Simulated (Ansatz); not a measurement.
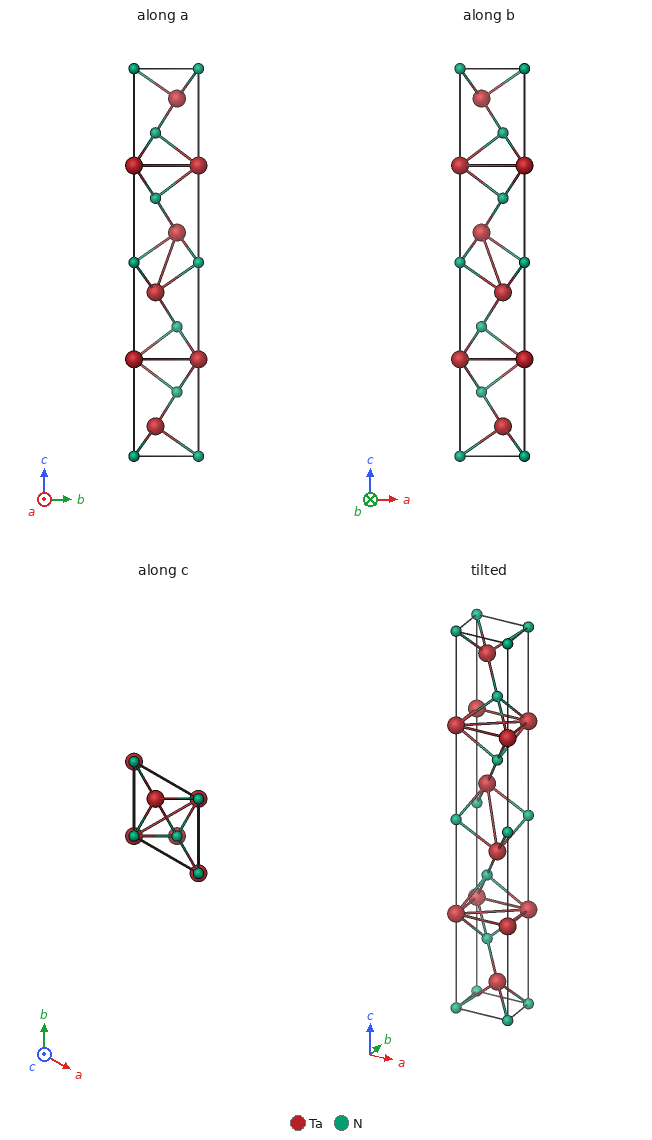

A ball-and-stick picture of a crystal structure, seen along the a axis, along the b axis, along the c axis and slightly off an axis. The outline marks the conventional unit cell.

Lattice parameters: a = 3.064 Å, b = 3.064 Å, c = 15.951 Å, α = 90.00°, β = 90.00°, γ = 120.00°.

Q: Express the structure as a table of Wyckoff sites, with free fractional coordinates to two decimals.

A: Space group P6_3/mmc (No. 194).
| atom | site | x | y | z |
| --- | --- | --- | --- | --- |
| Ta | 2b | 0.00 | 0.00 | 0.75 |
| N | 4f | 0.6667 | 0.3333 | 0.83 |
| Ta | 4f | 0.3333 | 0.6667 | 0.92 |
| N | 2a | 0.00 | 0.00 | 0.00 |

The cell started as a structure type filled with these elements by a generator (whether the compound takes this form wasn't checked). Earlier steps of the study may have refined or changed the cell and positions. Ansatz was used for an electronic-structure calculation on it.
